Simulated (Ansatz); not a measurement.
## STM study: Co(110) (Fm-3m bulk, 9 atomic planes (those closer than 0.6 Å count as one), 10 Å)

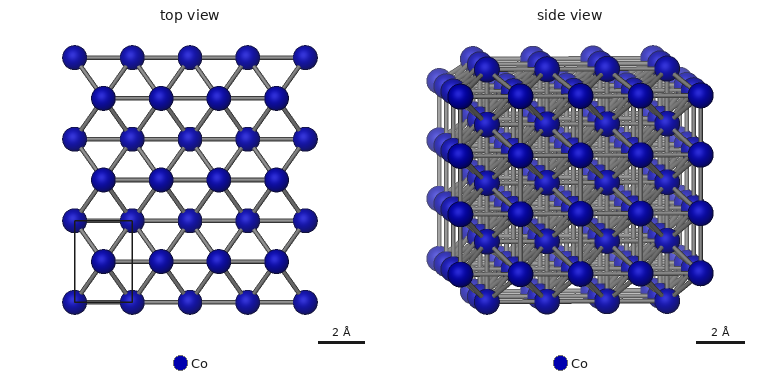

The relaxed structure from above and from the side.

These are results of Ansatz 0.2.0, DFT PBE, scalar-relativistic, plane waves, PAW, not measurements. Cutoff 420 eV, 20 × 14 k-points, Gaussian smearing 0.1 eV, dipole correction. The slab is a cut without reconstruction beyond its cell, at the source's lattice constants, with its lower half held fixed and the rest relaxed. This isn't the element's usual hcp form. Collinear spin; the stability of this spin state wasn't checked. The run couldn't confirm all of its levels under its output density. The run warns that the functional's potential is rough in the thin density of the vacuum, where the tip is; weak contrasts and barriers may feel it.

Images follow the Tersoff–Hamann model: the current is the local density of the sample's states between the Fermi level and the bias, at the tip's centre. Bias windows are sharp sums over the levels of the k mesh.

```xyz
9
Lattice="2.5395 0.0000 0.0000 0.0000 3.5914 0.0000 0.0000 0.0000 27.1580" Properties=species:S:1:pos:R:3 pbc="T T T"
Co    1.2698    1.7957    8.5000
Co    0.0000    0.0000    9.7698
Co    1.2698    1.7957   11.0395
Co    0.0000    0.0000   12.3093
Co    1.2698    1.7957   13.5120
Co    0.0000    0.0000   14.7722
Co    1.2698    1.7957   15.9825
Co    0.0000    0.0000   17.2762
Co    1.2698    1.7957   18.3053
```

## 1. One image

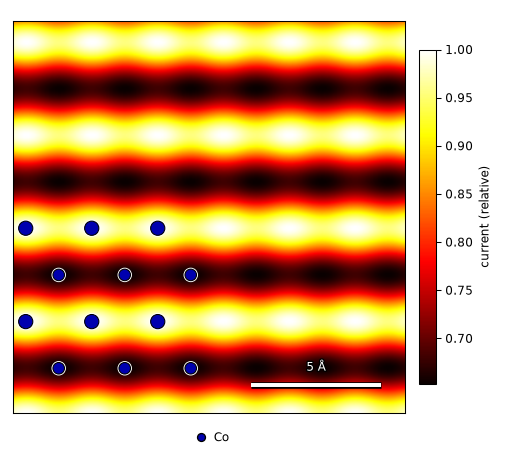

Constant-height image 3.0 Å above the topmost atom of this surface, sample bias +0.25 V. The atoms seen from above are drawn over one corner (deeper ones smaller).

Q: What lies under the maxima and minima of this image?

A: The brightest spots lie over the top Co atoms; the darkest points are over the Co atoms 1.0 Å below the top plane. The brightest point carries 1.5 times the current of the darkest.

## 2. Approach curves

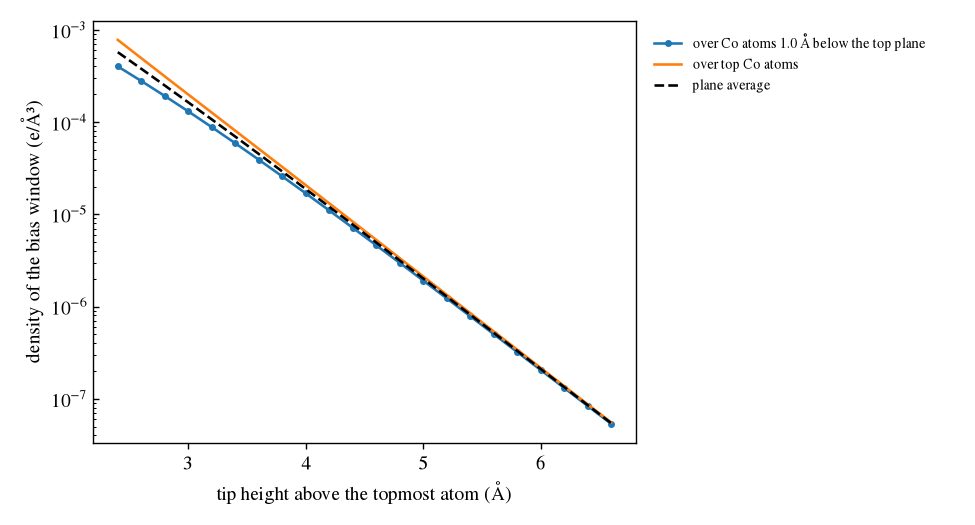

Approach curves over this surface at a sample bias of +0.50 V.

Q: Estimate the decay constant and the apparent barrier, and compare with the vacuum level, which the run puts 4.43 eV above zero bias.

A: Near 4 Å the plane average falls as exp(−2.20 z/Å), a factor of 9.1 per ångström, which gives an apparent barrier of 4.6 eV (0.952 eV Å² times the slope squared). The upper edge of the window lies 3.93 eV under the vacuum level. The apparent barrier is above 3.93 eV. At 4 Å the 0.25 eV of states nearest the upper edge carry 47 % of the density.

## 3. Bias series

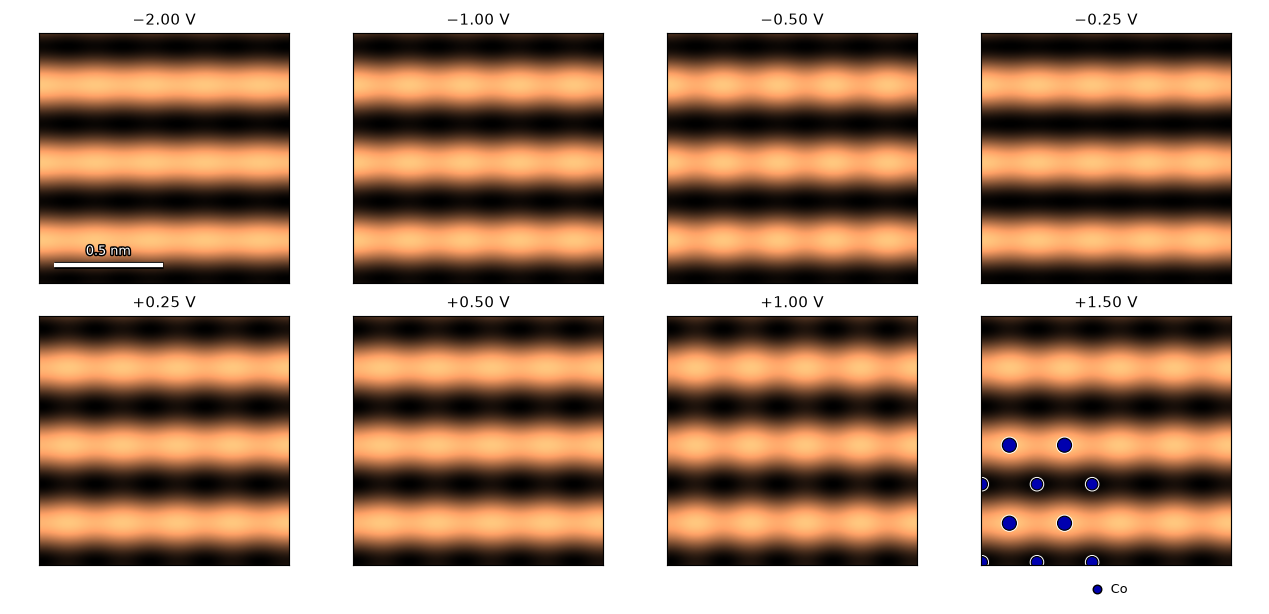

Constant-height images of this surface at 8 sample biases, each on its own colour scale; the last has the atoms seen from above drawn over one corner (deeper ones smaller).

Q: How do the images change with bias?

A:
```tsv
bias	height (Å)	bright/dark	brightest over
−2.00 V	3.5	1.3	points 1.3 Å to the side of the top Co atoms
−1.00 V	3.5	1.3	points 1.3 Å to the side of the top Co atoms
−0.50 V	3.5	1.4	points 1.3 Å to the side of the top Co atoms
−0.25 V	3.5	1.3	points 1.3 Å to the side of the top Co atoms
+0.25 V	3.5	1.3	top Co atoms
+0.50 V	3.5	1.3	top Co atoms
+1.00 V	3.5	1.5	top Co atoms
+1.50 V	3.5	1.4	top Co atoms
```

The slab has states at the Fermi level, so this model gives a current down to small biases. Its work function (top face) is 4.43 eV.
